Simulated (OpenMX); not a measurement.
## KBr: 7 runs along one coordinate

System: KBr (2 atoms in the cell).
Method: Kohn-Sham DFT of a periodic cell, PBE, OpenMX 2013 PBE set, no spin polarisation (OpenMX 3.8.5).

The 7 runs differ only in the geometry, by an even scaling of the cell at fixed fractional positions. The structure derives from a Materials Project entry.

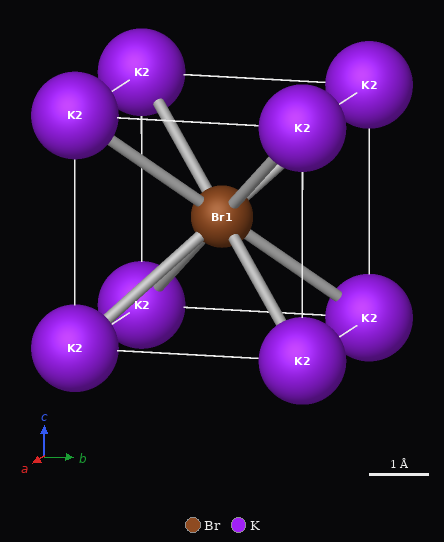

Figure 1. The structure of run 4 (ball-and-stick view of the cell of the calculation, seen slightly off an axis; atoms are numbered from 1 in the order of the input).

### Input of run 4
```
System.CurrrentDirectory             ./
System.Name                          KBr
DATA.PATH                            ./DFT_DATA13
level.of.stdout                      1
level.of.fileout                     0
Species.Number                       2
<Definition.of.Atomic.Species
  Br  Br7.0-s3p2d2           Br_PBE13
  K   K10.0-s3p2d1           K_PBE13
Definition.of.Atomic.Species>

Atoms.Number                         2
Atoms.SpeciesAndCoordinates.Unit     FRAC
<Atoms.SpeciesAndCoordinates
    1  Br    0.5000000000    0.5000000000    0.5000000000   3.500  3.500
    2  K     0.0000000000    0.0000000000    0.0000000000   4.500  4.500
Atoms.SpeciesAndCoordinates>

Atoms.UnitVectors.Unit               Ang
<Atoms.UnitVectors
     4.0434990000    0.0000000000    0.0000000000
     0.0000000000    4.0434990000    0.0000000000
     0.0000000000    0.0000000000    4.0434990000
Atoms.UnitVectors>

scf.XcType                           GGA-PBE
scf.SpinPolarization                 off
scf.ElectronicTemperature            580.226
scf.energycutoff                     260.0
scf.maxIter                          100
scf.EigenvalueSolver                 band
scf.Kgrid                            7 7 7
scf.Mixing.Type                      rmm-diisk
scf.Init.Mixing.Weight               0.05
scf.Min.Mixing.Weight                0.001
scf.Max.Mixing.Weight                0.3
scf.Mixing.History                   25
scf.Mixing.StartPulay                8
scf.criterion                        1.0e-8
scf.stress.tensor                    on
MD.Type                              nomd
```

Command:
```bash
openmx KBr.dat -nt 1 > KBr.std
```

Run 2 has the same physical settings and fractional positions; its lattice vectors (Å) are:
```
   3.988850    0.000000    0.000000
   0.000000    3.988850    0.000000
   0.000000    0.000000    3.988850
```

### Results, with one run withheld

| run | volume per atom (Å³) | free energy per atom, from the lowest run given (meV) | gap on the mesh (eV) |
| --- | --- | --- | --- |
| 1 | 31.072 | 4.92 | 4.14 |
| 2 | 31.733 | ? | ? |
| 3 | 32.394 | 0.04 | 3.99 |
| 4 | 33.055 | 0.00 | 3.91 |
| 5 | 33.716 | 1.22 | 3.84 |
| 6 | 34.378 | 3.54 | 3.77 |
| 7 | 35.039 | 6.90 | 3.70 |

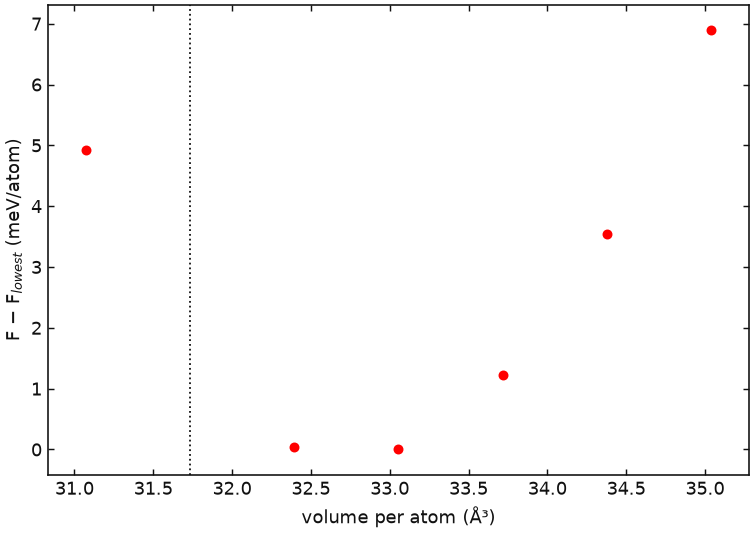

Figure 2. Free energy per atom of the runs given; the dotted line marks run 2.

What should run 2 give?

A cubic polynomial in V^(−2/3) (the Birch–Murnaghan form), fitted to the 6 runs given, misses them by at most 0.02 meV per atom. With x = V^(−2/3) − 0.09674 Å⁻², it reads F = 0.19501 − 742.85 x + 3.8871e+05 x² + 4.1519e+06 x³ (meV per atom). At run 2 it gives 1.63 meV per atom, and the run itself gives 1.57. The fit has its minimum at 32.755 Å³ per atom, where V d²F/dV² gives 16.6 GPa: the bulk modulus at this level, since symmetry fixes the shape and the positions. The gap on the mesh goes, without turning, from 4.14 eV in run 1 to 3.70 eV in run 7; run 2 has 4.06 eV. These are gaps of this functional on this mesh, which can miss the band edges; they aren't the measured gap.

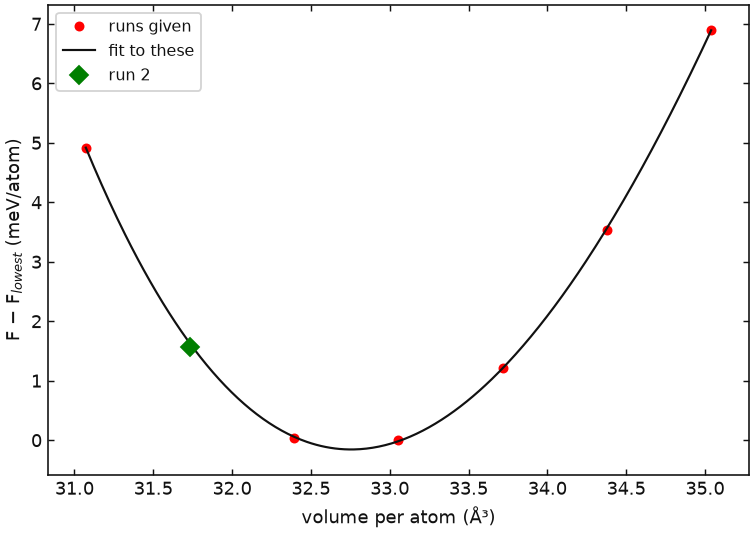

Figure 3. The fit and the withheld run.

### Some lines of the output (run 2)
```
[...]
  Cell_Volume =    428.291800908603 (Bohr^3)
        Total energy (Hartree) at MD = 1
   kloop=0
   kloop=1
   kloop=171
```

Notes: With a small basis of atomic orbitals these values can differ much from converged plane-wave results.
